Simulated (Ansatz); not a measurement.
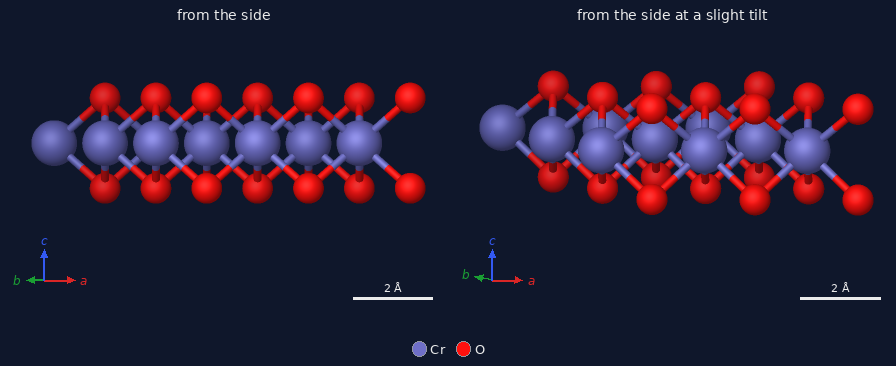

A ball-and-stick picture of a periodic sheet, seen from the side and from the side at a slight tilt. The surface normal points up in side views; the vacuum is left out. 3×3 cells are drawn in the plane, with atoms at the edges repeated.

The cell holds 1 Cr, 2 O.

What is exposed at the top and at the bottom?

Answer. The top face ends in O, the bottom face in O. The two faces are alike.

What is the slab's thickness, atom centre to atom centre?

Answer. About 2.3 Å from the lowest to the highest atom.

Write the layer sequence, upper face first.

Answer. Three planes: O / Cr / O.

What is bonded to what?

Answer. The coordination shell of Cr holds six O in a distorted trigonal prismatic arrangement at about 1.9 Å. The O atoms are each bonded to three Cr in a trigonal pyramidal arrangement at about 1.9 Å. Not all metal-metal contacts are counted. The bonds build CrO2 layers parallel to the surface.

Provenance: a structure listed in the Materials Project, with elements exchanged, so it need not be a known form of the compound. The final geometry of a relaxation with DFT PBEsol, scalar-relativistic, plane waves, PAW in Ansatz 0.2.0 is shown.
